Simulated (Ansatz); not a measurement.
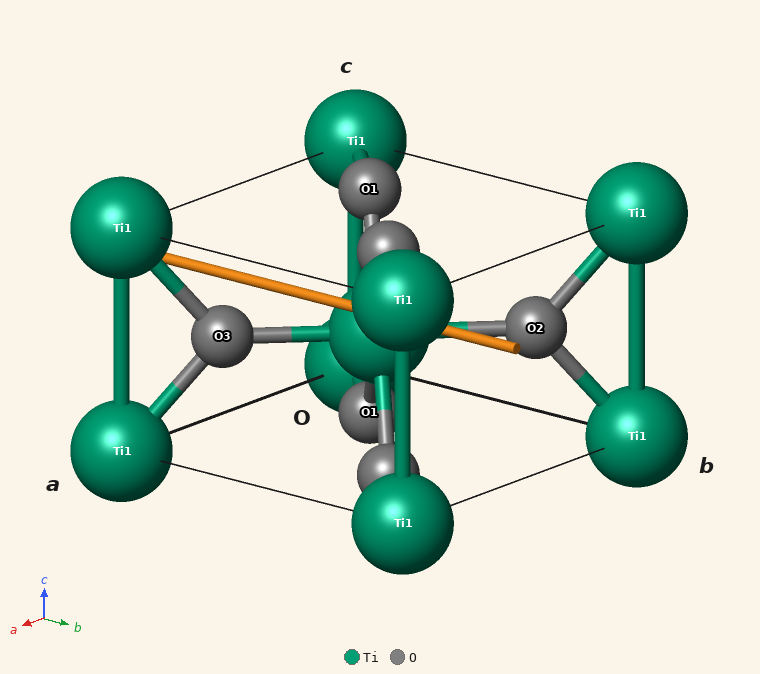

The coloured rod is the axis of a symmetry operation of the crystal. Crystal: TiO2, the geometry relaxed with DFT, LDA, plane waves, PAW in Ansatz 0.2.0; the starting structure was generated, so it need not be a known form of this composition. Geometry calculated from the standardised cell; symmetry tolerance 0.002 Å.

a = 4.548 Å, b = 4.548 Å, c = 2.917 Å, α = 90.00°, β = 90.00°, γ = 90.00°.

```
atom       x       y       z
 Ti1  0.0000  0.0000  0.0000
 Ti2  0.5000  0.5000  0.5000
  O1  0.3040  0.3040  0.0000
  O2  0.1960  0.8040  0.5000
  O3  0.8040  0.1960  0.5000
  O4  0.6960  0.6960  0.0000
```

Take the operation x, y, z → −x+3/2, y+1/2, −z+3/2.

### What kind of operation is it, and where does it lie?

It is a 2₁ screw rotation with translation (0, 1/2, 0), about the line along [0 1 0] through (3/4, 1/2, 3/4).

### Onto which atom does it carry each atom (up to whole multiples of a, b and c)?

Ti1 → Ti2, Ti2 → Ti1, O1 → O2, O2 → O1, O3 → O4, O4 → O3.

### What is the crystal's space group?

P4_2/mnm (No. 136).
